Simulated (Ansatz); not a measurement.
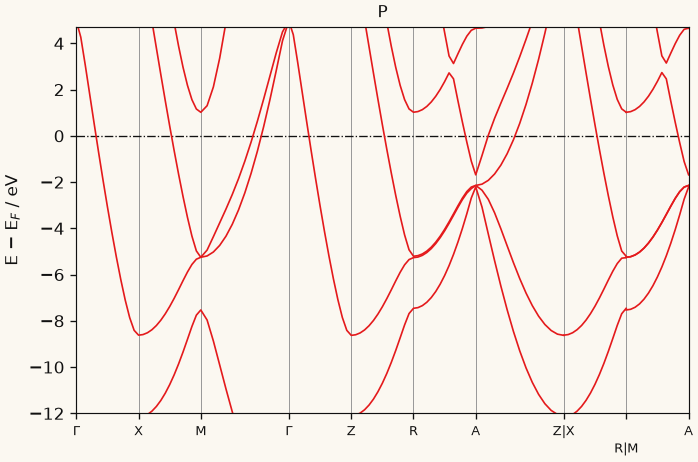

Band structure. Energies are counted from the Fermi level.

What lattice type does the k path imply?

A primitive tetragonal lattice: the path Γ–X–M–Γ–Z–R–A–Z|X–R|M–A runs through the special points of its Brillouin zone.

System: P, space group P4/mmm, 1 atom in the cell.

Level of theory: DFT PBE, scalar-relativistic, plane waves, PAW, no spin polarisation, 22×22×24 k mesh, 420 eV cutoff; code Ansatz 0.2.0.

Metal, semiconductor or insulator?

A metal: 3 bands cross the Fermi level along this path.

On which lines of the path do bands cross the Fermi level?

Bands cross the Fermi level on every line of the path.

The structure is an invented one, so it need not be a known or stable phase.
